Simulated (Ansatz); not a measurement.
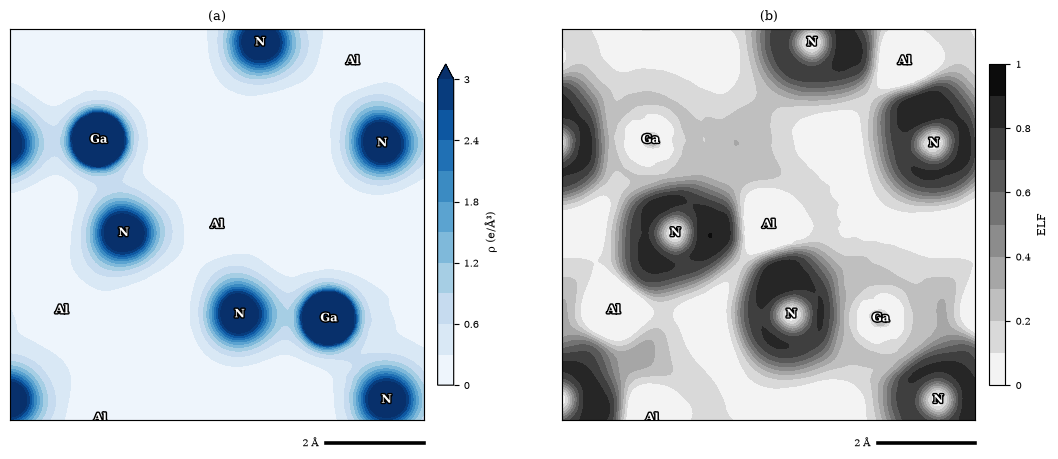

*Al₅Ga₁₂N₁₆ (cell with a defect). (a) valence electron density; (b) ELF on the (010) plane of the calculation cell.*

The program warned that a starting moment wasn't kept; spin-polarised, but the moments vanished.

Level of theory: DFT PBEsol, scalar-relativistic, plane waves, PAW in Ansatz 0.2.0.

The density is the valence pseudo-density of a PAW calculation; it isn't the true density close to the nuclei.

```
CELL_PARAMETERS angstrom
-4.46763 4.46763 4.46763
4.46763 -4.46763 4.46763
4.46763 4.46763 -4.46763
ATOMIC_POSITIONS crystal
Al 0.49928 0.98880 0.50543
Al 0.98850 0.49956 0.50540
Al 0.01006 0.01033 0.01619
Al 0.49922 0.49956 0.96348
Ga 0.80382 0.80408 0.54765
Ga 0.24465 0.24497 0.48832
Ga 0.24043 0.73305 0.99007
Ga 0.73265 0.24062 0.98998
Ga 0.19470 0.49959 0.24321
Ga 0.75822 0.99194 0.24891
Ga 0.75384 0.49955 0.74290
Ga 0.26590 0.00724 0.75658
Ga 0.49925 0.75414 0.74291
Ga 0.00694 0.26605 0.75661
Ga 0.99159 0.75846 0.24887
Ga 0.49935 0.19510 0.24327
N 0.49927 0.49956 0.73299
N 0.03472 0.03492 0.78979
N 0.96378 0.49955 0.25438
N 0.49932 0.96418 0.25442
N 0.49928 0.73395 0.48201
N 0.99885 0.25549 0.49906
N 0.99970 0.75585 0.99939
N 0.49926 0.27199 0.01530
N 0.73366 0.49958 0.48203
N 0.25514 0.99914 0.49898
N 0.27163 0.49957 0.01525
N 0.75557 0.99996 0.99940
N 0.26489 0.26519 0.24762
N 0.72686 0.72717 0.24284
N 0.74341 0.24329 0.74312
N 0.24295 0.74366 0.74313
Al 0.49920 0.49956 0.26630
```

Read the bonding off the picture.

The section cuts through Al, Ga and N sites. Al–N (1.78 Å): ρ at the midpoint is about 0.84 e/Å³; the ELF peaks at about 0.90 between the atoms. Ga–N (1.82 Å): ρ is about 1 e/Å³ halfway; the ELF peaks at about 0.80 in the valence shell of N, 0.6 Å from its nucleus, and is about 0.55 at the midpoint. Al–Al (2.34 Å): ρ is about 0.27 e/Å³ halfway; the ELF is about 0.35 at the midpoint. Al–N (1.89 Å): ρ at the midpoint is about 0.68 e/Å³; the ELF peaks at about 0.90 in the valence shell of N, 0.7 Å from its nucleus, and is about 0.90 at the midpoint. Al–N (1.93 Å): the density is about 0.62 e/Å³ at the midpoint; the ELF peaks at about 0.85 in the valence shell of N, 0.7 Å from its nucleus, and is about 0.85 at the midpoint. Between the atoms the lowest density in this plane is 0.02 e/Å³.
